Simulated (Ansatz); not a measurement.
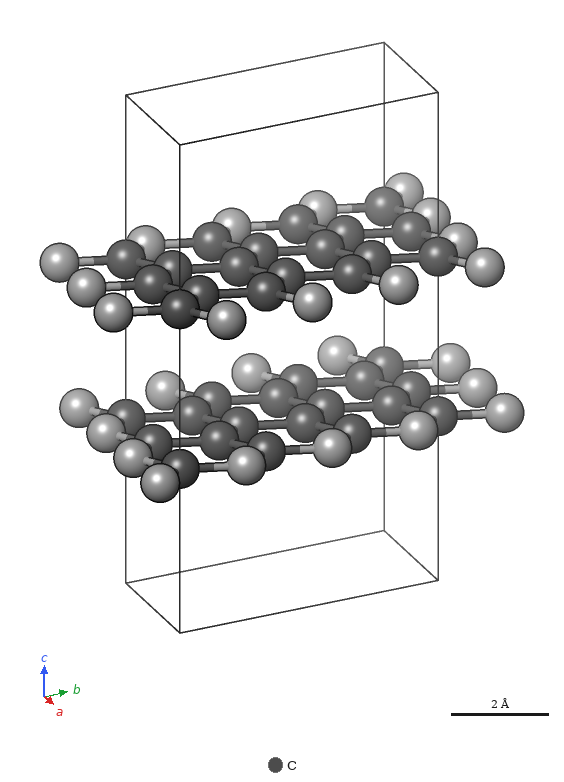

**Figure 1.** The starting structure (ball-and-stick view of the 2 × 3 repeat of the cell, with the vacuum cut short, seen slightly off an axis; neighbours outside the cell are drawn fainter). An atom can appear more than once, as a periodic image. Near neighbours in the periodic cell (some may lie outside the picture): C has 3 C at 1.42 Å.

**Geometry relaxation, with input and output: C (part 1 of 2)**

System: C (P-3m1, 4 atoms in the cell).
Method: DFT PBE+D3(BJ), scalar-relativistic, plane waves, PAW, no spin polarisation (Ansatz 0.2.0).

The structure derives from a Materials Project entry.

**The input**
```yaml
crystal:
  lattice:
    - [2.456227506, 0.0, 0.0]
    - [-1.228113753, 2.1271554177, 0.0]
    - [0.0, 0.0, 24.1339601687]
  atoms:
    - { symbol: C, position: [0.0, 0.0, 0.57046877] }
    - { symbol: C, position: [0.0, 0.0, 0.42953123] }
    - { symbol: C, position: [0.33333333, 0.66666667, 0.42952456] }
    - { symbol: C, position: [0.66666667, 0.33333333, 0.57047544] }
basis:
  ecutwfc: 420
kpoints:
  mp_grid: { grid: [18, 18, 2] }
hamiltonian:
  xc: pbe
  dispersion: d3bj
scf:
  occupations: { method: gaussian, width: 0.1 }
output:
  forces: true
  stress: true
  eigenvalues: true
  write_density: true
  write_potential: true
  elf: true
  volumetric_format: npy
relax:
  adjacent_minimum: "off"
  f_tol: 0.005
  max_steps: 80
  cell: { stress_tol: 0.05 }
```

Hardware: 2 threads of Intel Xeon (Granite Rapids), 192 GiB of memory available, shared host.

Command:
```bash
ansatz run input.yaml --threads 2 --pin off --max-ram 5120MiB --backend cpu --events-out ev --progress --plain --runs-dir out
```

**Output**
```
Engine: ansatz 0.2.0, x86_64-unknown-linux-gnu
Pseudopotentials: kind: paw
Pseudopotential: C, paw, valence charge 4, recommended cutoff 420 eV (normal), C.paw.azcp
Functional definition: PBE
  parameter kappa = 0.804
  parameter beta = 0.06672455060314922
  exchange = pbe_x(kappa = kappa, mu = beta*pi^2/3)
  correlation = pbe_c(beta = beta)
Crystal: 4 atoms, lattice volume = 126.095 Å³
Basis set: ecut = 420 eV, 2379 PW (Γ), exchange–correlation on 36×36×324 points (8 copies of the dense FFT grid, shifted against one another)
Bands: 12, of which v1, the nominal top of the filled ones, is band 8 counted from 1 (7 counted from 0)
Symmetry: 12 space group operations
Space group: P-3m1 (ITA 164), of the structure as read, at distance tolerance 5.0e-5 Å
k-points: 74 of 648
Non-local potential: C, projectors of the file, l = 0: 2, l = 1: 2, l = 2: 1
PAW form: soft (Blöchl's): semilocal exchange-correlation on the pseudo side does not see the compensation charge
PAW one-centre angular grid: C, 110 points (default); XC on 64 Gauss nodes
Initial density: superposition of atomic densities (neutral atoms: chi_scale 0, normalization atom), corrected by the library's trained network
Initial wavefunctions: pseudopotential atomic-orbital guess
Functional: x = pbe(κ = 0.804, μ = 0.2195149727645171), c = pbe(β = 0.06672455060314922)
SCF iter   1: F=—  HF=-1004.216714 eV  |F-HF|=—  |Δ(HF+E_count)|=         —  Δρ=1.73e-3  dr2=4.92e-3  ethr=1.77e-3  ⟨swp⟩=6.4  Hψ=5945  notcnv=0  defer=2
preconditioner: auto → LDOS  [metal: Δε(μ)=0.000 eV  Ē_g=14.961 eV  σ=0.100 eV  W_gap=0.00  n_scr=14 (ndim 8)  ℏωp=13.2 eV  f_vac=0.700  D(μ)=0.14/eV (n_scr^D=2)  β→1.0]
SCF iter   2: F=—  HF=-1004.218509 eV  |F-HF|=—  |Δ(HF+E_count)|=   1.80e-3  Δρ=8.40e-4  dr2=3.55e-3  ethr=3.07e-5  ⟨swp⟩=2.7  Hψ=2343  notcnv=0
SCF iter   3: F=—  HF=-1004.217557 eV  |F-HF|=—  |Δ(HF+E_count)|=   9.53e-4  Δρ=3.17e-4  dr2=4.61e-4  ethr=2.22e-5  ⟨swp⟩=2.6  Hψ=1662  notcnv=0
SCF iter   4: F=—  HF=-1004.217483 eV  |F-HF|=—  |Δ(HF+E_count)|=   7.35e-5  Δρ=7.99e-5  dr2=1.31e-5  ethr=2.88e-6  ⟨swp⟩=2.1  Hψ=1332  notcnv=0
SCF iter   5: F=—  HF=-1004.217451 eV  |F-HF|=—  |Δ(HF+E_count)|=   3.21e-5  Δρ=6.45e-6  dr2=7.48e-8  ethr=8.18e-8  ⟨swp⟩=2.2  Hψ=1508  notcnv=0
iter 6 did not close the SCF: its close was put off until two iterations running show no level that it waits for move by more than its bar (scf_convergence_deferred on its scf_iter line)
SCF iter   6: F=-1004.217451 eV  HF=-1004.217451 eV  |F-HF|=6.13e-9  |Δ(HF+E_count)|=   1.86e-7  Δρ=1.69e-6  dr2=2.03e-9  ethr=4.67e-10  ⟨swp⟩=12.1  Hψ=7911  notcnv=0
iter 7 did not close the SCF: its close was put off until two iterations running show no level that it waits for move by more than its bar (scf_convergence_deferred on its scf_iter line)
SCF iter   7: F=-1004.217451 eV  HF=-1004.217451 eV  |F-HF|=1.11e-9  |Δ(HF+E_count)|=   6.93e-9  Δρ=1.25e-6  dr2=1.72e-9  ethr=1.27e-11  ⟨swp⟩=7.1  Hψ=6107  notcnv=0
SCF iter   8: F=-1004.217451 eV  HF=-1004.217451 eV  |F-HF|=8.07e-12  |Δ(HF+E_count)|=  3.23e-10  Δρ=1.89e-7  dr2=3.98e-11  ethr=1.08e-11  ⟨swp⟩=5.8  Hψ=5254  notcnv=0
SCF 1 converged in 8 iterations: F = -1004.217451 eV  dr2 = 3.98e-11
  greatest PAW one-centre occupation: 0.675 electrons in one spin orbital (limit 2), on the C atom at site 1 (counted from 0), in its partial waves of l = 0
relax step   1: F+E_penalty+E_count = -1004.21745128 eV  Δ(F+E_penalty+E_count) = +0.000e0 eV  max|allowed force component| = 5.593e-3 eV/Å  Δτ_max = 0.0000 Å  P = +0.903 GPa  Ω = 126.095 Å³  (8 SCF iters, accepted)
Crystal: 4 atoms, lattice volume = 126.632 Å³
Initial density: handed on by an earlier stage of this run
Initial wavefunctions: those handed on with the density
iter 1 solved again at ethr=1.12e-5 eV; its pass at ethr=3.10e-3 eV (dr2=1.79e-3 eV) is discarded
SCF iter   1: F=—  HF=-1004.221246 eV  |F-HF|=—  |Δ(HF+E_count)|=         —  Δρ=1.27e-3  dr2=1.87e-3  ethr=1.12e-5  ⟨swp⟩=2.6  Hψ=6432  notcnv=0
preconditioner: auto → LDOS  [metal: Δε(μ)=0.000 eV  Ē_g=14.835 eV  σ=0.100 eV  W_gap=0.00  n_scr=14 (ndim 8)  ℏωp=13.2 eV  f_vac=0.701  D(μ)=0.14/eV (n_scr^D=2)  β→1.0]
SCF iter   2: F=—  HF=-1004.221118 eV  |F-HF|=—  |Δ(HF+E_count)|=   1.27e-4  Δρ=6.94e-4  dr2=1.82e-3  ethr=1.12e-5  ⟨swp⟩=2.0  Hψ=1569  notcnv=0
SCF iter   3: F=—  HF=-1004.220602 eV  |F-HF|=—  |Δ(HF+E_count)|=   5.17e-4  Δρ=1.56e-4  dr2=1.11e-4  ethr=1.12e-5  ⟨swp⟩=2.1  Hψ=1331  notcnv=0
SCF iter   4: F=—  HF=-1004.220530 eV  |F-HF|=—  |Δ(HF+E_count)|=   7.19e-5  Δρ=3.26e-5  dr2=1.21e-6  ethr=6.94e-7  ⟨swp⟩=2.2  Hψ=1226  notcnv=0
iter 5 did not close the SCF: its close was put off until two iterations running show no level that it waits for move by more than its bar (scf_convergence_deferred on its scf_iter line)
SCF iter   5: F=-1004.220530 eV  HF=-1004.220530 eV  |F-HF|=3.93e-9  |Δ(HF+E_count)|=   3.39e-7  Δρ=6.99e-6  dr2=4.76e-8  ethr=2.50e-9  ⟨swp⟩=14.1  Hψ=8248  notcnv=0
iter 6 did not close the SCF: its close was put off until two iterations running show no level that it waits for move by more than its bar (scf_convergence_deferred on its scf_iter line)
SCF iter   6: F=-1004.220530 eV  HF=-1004.220530 eV  |F-HF|=5.76e-9  |Δ(HF+E_count)|=   2.42e-8  Δρ=3.73e-6  dr2=1.47e-8  ethr=2.98e-10  ⟨swp⟩=7.9  Hψ=6623  notcnv=0
SCF iter   7: F=-1004.220530 eV  HF=-1004.220530 eV  |F-HF|=1.61e-9  |Δ(HF+E_count)|=   1.53e-9  Δρ=1.63e-6  dr2=2.84e-9  ethr=9.17e-11  ⟨swp⟩=6.3  Hψ=5371  notcnv=0
SCF 2 converged in 7 iterations: F = -1004.220530 eV  dr2 = 2.84e-9
  greatest PAW one-centre occupation: 0.673 electrons in one spin orbital (limit 2), on the C atom at site 1 (counted from 0), in its partial waves of l = 0
relax step   2: F+E_penalty+E_count = -1004.22052999 eV  Δ(F+E_penalty+E_count) = -3.079e-3 eV  max|allowed force component| = 2.323e-3 eV/Å  Δτ_max = 0.0048 Å  P = +0.274 GPa  Ω = 126.632 Å³  energy of the carried Pulay correction = -5.150e-4 eV  (7 SCF iters, dr2 threshold 4.00e-7 eV, accepted)
Crystal: 4 atoms, lattice volume = 126.875 Å³
Basis set: ecut = 420 eV, 2403 PW (Γ), exchange–correlation on 36×36×324 points (8 copies of the dense FFT grid, shifted against one another)
iter 1 solved again at ethr=1.31e-4 eV; its pass at ethr=3.10e-3 eV (dr2=2.09e-2 eV) is discarded
SCF iter   1: F=—  HF=-1004.226888 eV  |F-HF|=—  |Δ(HF+E_count)|=         —  Δρ=4.49e-3  dr2=2.14e-2  ethr=1.31e-4  ⟨swp⟩=1.0  Hψ=6472  notcnv=0
preconditioner: auto → LDOS  [metal: Δε(μ)=0.000 eV  Ē_g=14.816 eV  σ=0.100 eV  W_gap=0.00  n_scr=14 (ndim 8)  ℏωp=13.2 eV  f_vac=0.699  D(μ)=0.14/eV (n_scr^D=2)  β→1.0]
SCF iter   2: F=—  HF=-1004.231494 eV  |F-HF|=—  |Δ(HF+E_count)|=   4.61e-3  Δρ=2.77e-3  dr2=3.81e-2  ethr=1.31e-4  ⟨swp⟩=3.1  Hψ=2203  notcnv=0
SCF iter   3: F=—  HF=-1004.220572 eV  |F-HF|=—  |Δ(HF+E_count)|=   1.09e-2  Δρ=3.18e-4  dr2=3.36e-5  ethr=1.31e-4  ⟨swp⟩=2.1  Hψ=1602  notcnv=0
SCF iter   4: F=—  HF=-1004.220558 eV  |F-HF|=—  |Δ(HF+E_count)|=   1.41e-5  Δρ=6.24e-5  dr2=1.36e-6  ethr=2.10e-7  ⟨swp⟩=2.2  Hψ=1570  notcnv=0
iter 5 did not close the SCF: its close was put off until two iterations running show no level that it waits for move by more than its bar (scf_convergence_deferred on its scf_iter line)
SCF iter   5: F=-1004.220560 eV  HF=-1004.220561 eV  |F-HF|=2.47e-7  |Δ(HF+E_count)|=   2.40e-6  Δρ=1.83e-5  dr2=3.76e-7  ethr=2.50e-9  ⟨swp⟩=14.7  Hψ=8397  notcnv=0
iter 6 did not close the SCF: its close was put off until two iterations running show no level that it waits for move by more than its bar (scf_convergence_deferred on its scf_iter line)
SCF iter   6: F=-1004.220561 eV  HF=-1004.220561 eV  |F-HF|=1.87e-8  |Δ(HF+E_count)|=   7.14e-8  Δρ=6.49e-6  dr2=4.42e-8  ethr=2.35e-9  ⟨swp⟩=8.4  Hψ=6898  notcnv=0
SCF iter   7: F=-1004.220561 eV  HF=-1004.220561 eV  |F-HF|=8.48e-10  |Δ(HF+E_count)|=   1.25e-9  Δρ=9.62e-7  dr2=7.76e-10  ethr=2.76e-10  ⟨swp⟩=6.7  Hψ=6207  notcnv=0
SCF 3 converged in 7 iterations: F = -1004.220561 eV  dr2 = 7.76e-10
  greatest PAW one-centre occupation: 0.672 electrons in one spin orbital (limit 2), on the C atom at site 1 (counted from 0), in its partial waves of l = 0
relax step   3: F+E_penalty+E_count = -1004.22056053 eV  Δ(F+E_penalty+E_count) = -3.054e-5 eV  max|allowed force component| = 4.715e-3 eV/Å  Δτ_max = 0.0225 Å  P = -0.038 GPa  Ω = 126.875 Å³  energy of the carried Pulay correction = -7.479e-4 eV  (7 SCF iters, dr2 threshold 4.00e-7 eV, accepted)
Crystal: 4 atoms, lattice volume = 126.766 Å³
iter 1 solved again at ethr=9.27e-5 eV; its pass at ethr=3.10e-3 eV (dr2=1.48e-2 eV) is discarded
SCF iter   1: F=—  HF=-1004.225410 eV  |F-HF|=—  |Δ(HF+E_count)|=         —  Δρ=3.83e-3  dr2=1.55e-2  ethr=9.27e-5  ⟨swp⟩=1.6  Hψ=6306  notcnv=0
preconditioner: auto → LDOS  [metal: Δε(μ)=0.000 eV  Ē_g=14.850 eV  σ=0.100 eV  W_gap=0.00  n_scr=14 (ndim 8)  ℏωp=13.2 eV  f_vac=0.701  D(μ)=0.14/eV (n_scr^D=2)  β→1.0]
SCF iter   2: F=—  HF=-1004.228955 eV  |F-HF|=—  |Δ(HF+E_count)|=   3.55e-3  Δρ=2.38e-3  dr2=2.85e-2  ethr=9.27e-5  ⟨swp⟩=3.2  Hψ=2188  notcnv=0
SCF iter   3: F=—  HF=-1004.220811 eV  |F-HF|=—  |Δ(HF+E_count)|=   8.14e-3  Δρ=2.71e-4  dr2=3.93e-5  ethr=9.27e-5  ⟨swp⟩=2.1  Hψ=1564  notcnv=0
SCF iter   4: F=—  HF=-1004.220791 eV  |F-HF|=—  |Δ(HF+E_count)|=   1.98e-5  Δρ=5.33e-5  dr2=1.13e-6  ethr=2.45e-7  ⟨swp⟩=2.2  Hψ=1583  notcnv=0
SCF iter   5: F=—  HF=-1004.220794 eV  |F-HF|=—  |Δ(HF+E_count)|=   3.04e-6  Δρ=1.48e-5  dr2=2.60e-7  ethr=7.04e-9  ⟨swp⟩=2.1  Hψ=1427  notcnv=0
SCF iter   6: F=—  HF=-1004.220794 eV  |F-HF|=—  |Δ(HF+E_count)|=   1.83e-8  Δρ=5.30e-6  dr2=3.36e-8  ethr=1.63e-9  ⟨swp⟩=2.0  Hψ=1417  notcnv=0
iter 7 did not close the SCF: its close was put off until two iterations running show no level that it waits for move by more than its bar (scf_convergence_deferred on its scf_iter line)
SCF iter   7: F=-1004.220794 eV  HF=-1004.220794 eV  |F-HF|=4.07e-10  |Δ(HF+E_count)|=   5.64e-9  Δρ=7.69e-7  dr2=6.04e-10  ethr=6.27e-11  ⟨swp⟩=11.6  Hψ=6909  notcnv=0
iter 8 did not close the SCF: its close was put off until two iterations running show no level that it waits for move by more than its bar (scf_convergence_deferred on its scf_iter line)
SCF iter   8: F=-1004.220794 eV  HF=-1004.220794 eV  |F-HF|=2.93e-11  |Δ(HF+E_count)|=  6.17e-10  Δρ=9.49e-8  dr2=9.13e-12  ethr=3.77e-12  ⟨swp⟩=5.3  Hψ=5179  notcnv=0
SCF iter   9: F=-1004.220794 eV  HF=-1004.220794 eV  |F-HF|=2.84e-12  |Δ(HF+E_count)|=  2.82e-11  Δρ=4.87e-9  dr2=1.06e-14  ethr=1.00e-12  ⟨swp⟩=5.3  Hψ=4402  notcnv=0
SCF 4 converged in 9 iterations: F = -1004.220794 eV  dr2 = 1.06e-14
relax step   4: F+E_penalty+E_count = -1004.22079395 eV  Δ(F+E_penalty+E_count) = -2.334e-4 eV  max|allowed force component| = 2.651e-3 eV/Å  Δτ_max = 0.0194 Å  P = -0.056 GPa  Ω = 126.766 Å³  energy of the carried Pulay correction = -6.438e-4 eV  (9 SCF iters, accepted)
Crystal: 4 atoms, lattice volume = 126.693 Å³
iter 1 solved again at ethr=7.21e-6 eV; its pass at ethr=3.10e-3 eV (dr2=1.15e-3 eV) is discarded
SCF iter   1: F=—  HF=-1004.221313 eV  |F-HF|=—  |Δ(HF+E_count)|=         —  Δρ=1.07e-3  dr2=1.21e-3  ethr=7.21e-6  ⟨swp⟩=1.9  Hψ=6127  notcnv=0
preconditioner: auto → LDOS  [metal: Δε(μ)=0.000 eV  Ē_g=14.843 eV  σ=0.100 eV  W_gap=0.00  n_scr=14 (ndim 8)  ℏωp=13.2 eV  f_vac=0.700  D(μ)=0.14/eV (n_scr^D=2)  β→1.0]
SCF iter   2: F=—  HF=-1004.221547 eV  |F-HF|=—  |Δ(HF+E_count)|=   2.34e-4  Δρ=6.58e-4  dr2=2.11e-3  ethr=7.21e-6  ⟨swp⟩=2.8  Hψ=1868  notcnv=0
SCF iter   3: F=—  HF=-1004.220952 eV  |F-HF|=—  |Δ(HF+E_count)|=   5.94e-4  Δρ=7.89e-5  dr2=2.09e-6  ethr=7.21e-6  ⟨swp⟩=2.1  Hψ=1325  notcnv=0
SCF iter   4: F=—  HF=-1004.220898 eV  |F-HF|=—  |Δ(HF+E_count)|=   5.38e-5  Δρ=1.64e-5  dr2=8.68e-8  ethr=1.31e-8  ⟨swp⟩=2.2  Hψ=1542  notcnv=0
SCF iter   5: F=—  HF=-1004.220899 eV  |F-HF|=—  |Δ(HF+E_count)|=   2.55e-7  Δρ=4.74e-6  dr2=2.39e-8  ethr=9.96e-11  ⟨swp⟩=12.4  Hψ=7409  notcnv=0
iter 6 did not close the SCF: its close was put off until two iterations running show no level that it waits for move by more than its bar (scf_convergence_deferred on its scf_iter line)
SCF iter   6: F=-1004.220899 eV  HF=-1004.220899 eV  |F-HF|=1.51e-10  |Δ(HF+E_count)|=   4.16e-9  Δρ=1.93e-6  dr2=3.96e-9  ethr=9.96e-11  ⟨swp⟩=9.1  Hψ=5903  notcnv=0
SCF iter   7: F=-1004.220899 eV  HF=-1004.220899 eV  |F-HF|=1.38e-11  |Δ(HF+E_count)|=   1.65e-9  Δρ=4.50e-7  dr2=2.10e-10  ethr=2.48e-11  ⟨swp⟩=5.6  Hψ=5344  notcnv=0
SCF 5 converged in 7 iterations: F = -1004.220899 eV  dr2 = 2.10e-10
relax step   5: F+E_penalty+E_count = -1004.22089860 eV  Δ(F+E_penalty+E_count) = -1.046e-4 eV  max|allowed force component| = 2.070e-4 eV/Å  Δτ_max = 0.0054 Å  P = -0.007 GPa  Ω = 126.693 Å³  energy of the carried Pulay correction = -5.739e-4 eV  (7 SCF iters, dr2 threshold 1.59e-8 eV, accepted)
Crystal: 4 atoms, lattice volume = 126.622 Å³
iter 1 solved again at ethr=6.12e-7 eV; its pass at ethr=3.10e-3 eV (dr2=9.79e-5 eV) is discarded
SCF iter   1: F=—  HF=-1004.221064 eV  |F-HF|=—  |Δ(HF+E_count)|=         —  Δρ=3.08e-4  dr2=1.01e-4  ethr=6.12e-7  ⟨swp⟩=2.6  Hψ=6324  notcnv=0
SCF iter   2: F=—  HF=-1004.221079 eV  |F-HF|=—  |Δ(HF+E_count)|=   1.51e-5  Δρ=1.89e-4  dr2=1.69e-4  ethr=6.12e-7  ⟨swp⟩=2.8  Hψ=1754  notcnv=0
SCF iter   3: F=—  HF=-1004.221033 eV  |F-HF|=—  |Δ(HF+E_count)|=   4.59e-5  Δρ=3.25e-5  dr2=1.91e-6  ethr=6.12e-7  ⟨swp⟩=2.2  Hψ=1284  notcnv=0
SCF iter   4: F=—  HF=-1004.220975 eV  |F-HF|=—  |Δ(HF+E_count)|=   5.79e-5  Δρ=5.67e-6  dr2=1.25e-8  ethr=1.19e-8  ⟨swp⟩=2.1  Hψ=1271  notcnv=0
SCF iter   5: F=—  HF=-1004.220975 eV  |F-HF|=—  |Δ(HF+E_count)|=   5.41e-8  Δρ=1.27e-6  dr2=1.61e-9  ethr=7.81e-11  ⟨swp⟩=2.1  Hψ=1480  notcnv=0
SCF iter   6: F=—  HF=-1004.220975 eV  |F-HF|=—  |Δ(HF+E_count)|=   1.72e-9  Δρ=7.47e-7  dr2=5.98e-10  ethr=1.01e-11  ⟨swp⟩=2.0  Hψ=1474  notcnv=0
SCF iter   7: F=—  HF=-1004.220975 eV  |F-HF|=—  |Δ(HF+E_count)|=  4.56e-11  Δρ=2.98e-7  dr2=9.43e-11  ethr=3.74e-12  ⟨swp⟩=2.2  Hψ=1327  notcnv=0
SCF iter   8: F=-1004.220975 eV  HF=-1004.220975 eV  |F-HF|=6.37e-12  |Δ(HF+E_count)|=  1.53e-11  Δρ=4.95e-8  dr2=2.58e-12  ethr=1.00e-12  ⟨swp⟩=7.0  Hψ=4932  notcnv=0
SCF 6 converged in 8 iterations: F = -1004.220975 eV  dr2 = 2.58e-12
relax step   6: F+E_penalty+E_count = -1004.22097546 eV  Δ(F+E_penalty+E_count) = -7.686e-5 eV  max|allowed force component| = 1.889e-4 eV/Å  Δτ_max = 0.0015 Å  P = -0.004 GPa  Ω = 126.622 Å³  energy of the carried Pulay correction = -5.059e-4 eV  (8 SCF iters, accepted)
Crystal: 4 atoms, lattice volume = 125.910 Å³
Basis set: ecut = 420 eV, 2365 PW (Γ), exchange–correlation on 36×36×324 points (8 copies of the dense FFT grid, shifted against one another)
iter 1 solved again at ethr=3.41e-5 eV; its pass at ethr=3.10e-3 eV (dr2=5.46e-3 eV) is discarded
```
